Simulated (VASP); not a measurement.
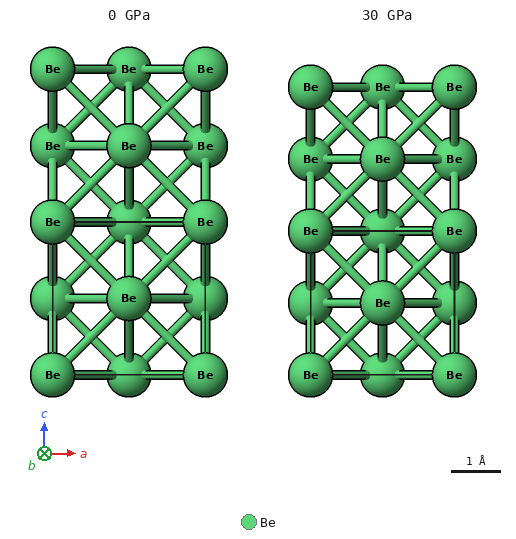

Solid Be (a generated structure, set up in Fm-3m), relaxed (cell and atoms) at several target pressures. The picture shows the first and the last member. The picture is a ball-and-stick view of the conventional cell (4 times the calculation's cell), repeated 1 × 1 × 2 with one cell outlined, seen along the b axis. Lengths and directions refer to the drawn axes.

Computed with VASP 6.6.1: PBEsol, VASP PAW PBE potentials, recommended. Settings: plane-wave cutoff 600 eV; k-point mesh 14 × 14 × 14; occupations fermi-dirac; smearing width 0.05 eV; no spin polarisation.

```json
{"pressure (GPa)": "0", "volume (Å³/atom)": "7.820", "a (Å)": "3.151"}
{"pressure (GPa)": "2", "volume (Å³/atom)": "7.689", "a (Å)": "3.133"}
{"pressure (GPa)": "5", "volume (Å³/atom)": "?", "a (Å)": "?"}
{"pressure (GPa)": "10", "volume (Å³/atom)": "7.276", "a (Å)": "3.076"}
{"pressure (GPa)": "20", "volume (Å³/atom)": "6.855", "a (Å)": "3.016"}
{"pressure (GPa)": "30", "volume (Å³/atom)": "6.520", "a (Å)": "2.966"}
```

Q: Estimate the missing row from the others, and compare with the calculation.

A: Murnaghan's form V = V₀(1 + B′P/B₀)^(−1/B′), with V₀ = 7.820 Å³ from the row at zero pressure, fits the other rows with B₀ = 123 GPa and B′ = 3.09 (largest miss 0.008 Å³). At 5 GPa it gives 7.820 × (1 + 3.09 × 5/123)^(−1/3.09) = 7.526 Å³ per atom. The calculation gives 7.521 Å³/atom (a = 3.110 Å). The estimate is 0.005 Å³/atom too high. From the first member to the last: Be–Be 2.228 → 2.097 Å.

The whole series:

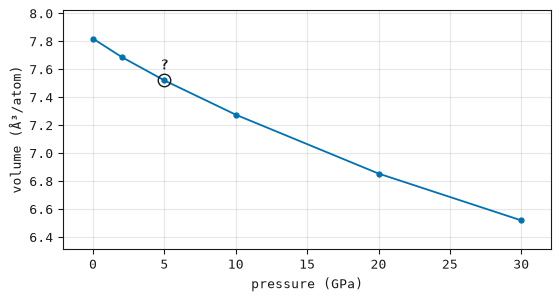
